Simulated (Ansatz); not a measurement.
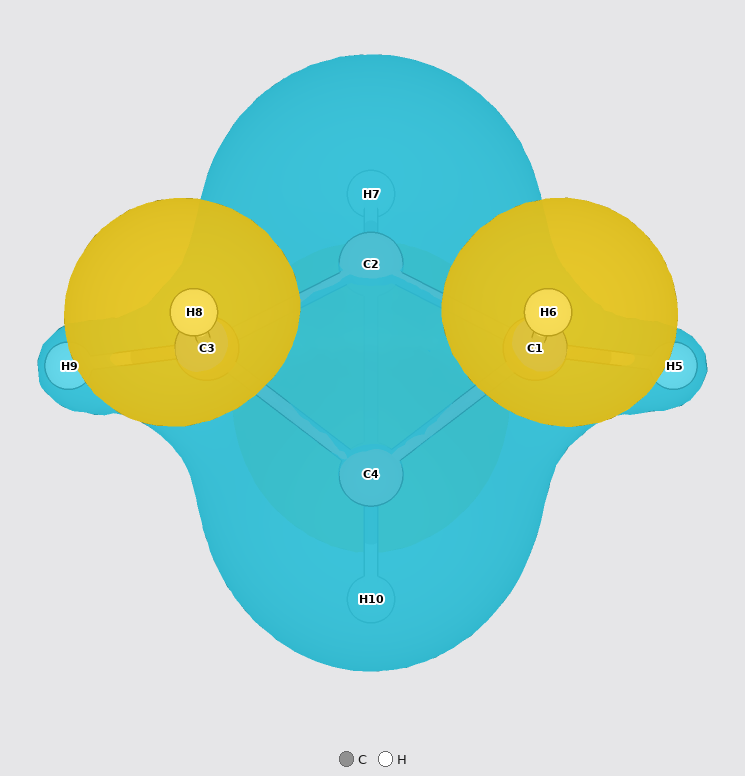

Figure 1: C₄H₆ (SMILES C1C2CC12). The HOMO at ±0.1 Å⁻³ᐟ² (yellow and cyan are the two phases), seen from one side.

Geometry: PBE0-D4/def2-TZVP.

Theory: RKS PBE0-D4/def2-TZVPP in Ansatz 0.2.0.

```yaml
atoms:
  - { symbol: C, position_ang: [-0.5004, 0.9262, -0.5063] }
  - { symbol: C, position_ang: [-0.4800, -0.5536, -0.3398] }
  - { symbol: C, position_ang: [0.2343, -0.6143, 0.9656] }
  - { symbol: C, position_ang: [0.7623, 0.2227, -0.1474] }
  - { symbol: H, position_ang: [-0.5810, 1.3067, -1.5203] }
  - { symbol: H, position_ang: [-0.9991, 1.5375, 0.2471] }
  - { symbol: H, position_ang: [-0.7009, -1.3353, -1.0479] }
  - { symbol: H, position_ang: [-0.2068, -0.1239, 1.8344] }
  - { symbol: H, position_ang: [0.7721, -1.5307, 1.1905] }
  - { symbol: H, position_ang: [1.6995, 0.1647, -0.6760] }
```

### Where does this orbital lie, and at what energy?

Its weight (Hirshfeld) is mainly on C2 (about 30 %), C4 (about 30 %), C1 (about 10 %), C3 (about 10 %), H6 (about 5 %) and H8 (about 5 %). Its energy is −7.02 eV.
